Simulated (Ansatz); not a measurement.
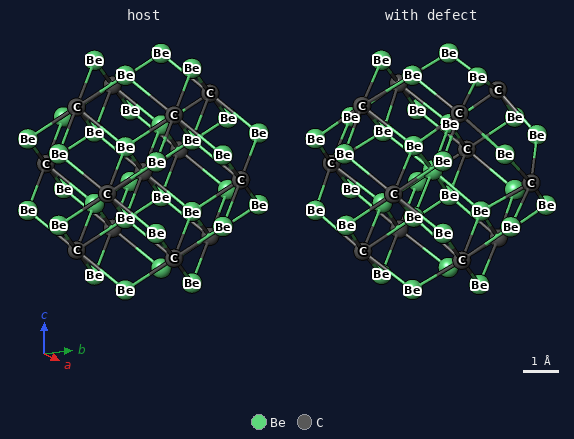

Left: perfect Be$_{2}$C. Right: the same region with one point defect, after relaxing the atoms in a supercell of 96 sites. The picture is a ball-and-stick view of the atoms within 3.8 Å of one point, seen slightly off an axis.

Method: DFT, PBEsol, PAW, plane waves (Ansatz). (plane-wave cutoff 420 eV; k-point mesh 1 × 1 × 1; mesh shifted by (0.25, 0.25, 0.25); no spin polarisation) Fermi-Dirac smearing of 0.01 eV. A uniform background neutralises the charged cell. The axes drawn are those of the host's conventional cell.

**Which defect is it?**

A carbon atom is taken out (a vacancy).

The charge state of the cell is −4.

**What does the relaxation do around it?**

Around the empty C site the host had 8 Be at 1.87 Å; after relaxation the nearest atoms are 7 Be at 1.83 to 1.91 Å. Of the host's atoms, a beryllium atom moves furthest from its site, by 1.77 Å.

Limits of the set-up: the cell is charged, on a uniform background, and energies carry no finite-size correction.
